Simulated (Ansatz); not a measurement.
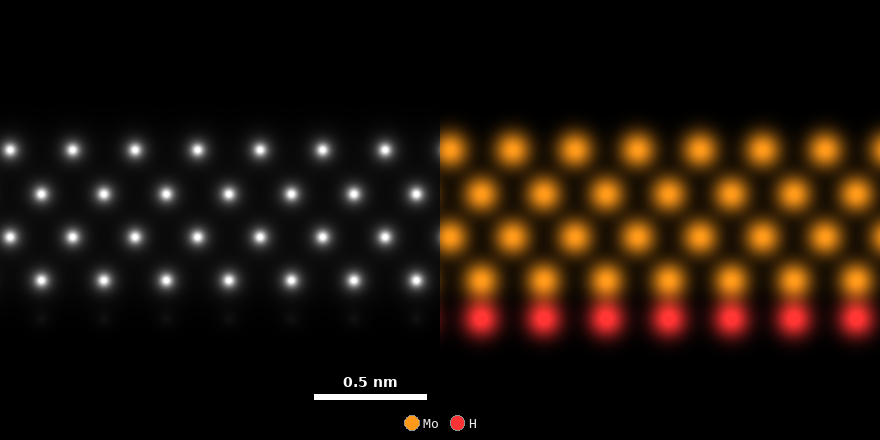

Cross-section of a (100) slab of Mo (Fm-3m) with overall composition Mo4H, seen along a direction in its plane, the normal pointing up. Computed as the sum of neutral-atom potentials (tabulated electron scattering factors, B = 0.5 Å²) projected along the beam and smoothed by 0.25 Å; brighter is more positive. Structure: coordinates from a relaxation in a fixed cell under constraints with Ansatz, DFT PBEsol, scalar-relativistic, plane waves, PAW. The right panel is a simulated map of the elements in the same area (atoms counted along the beam, one colour per element).

> How many atomic planes does the slab have, and what do they hold from top to bottom?

5 planes (atoms within 0.35 Å in height count as one plane):

| plane | content | depth below the top plane (Å) |
| --- | --- | --- |
| 1 | Mo | 0.0 |
| 2 | Mo | 2.0 |
| 3 | Mo | 3.9 |
| 4 | Mo | 5.8 |
| 5 | H | 7.6 |

> How thick is it, and how does it end on either side?

The outermost planes are 7.6 Å apart. The upper face ends in Mo and the lower in H, so the sequence of planes is different from the two sides.
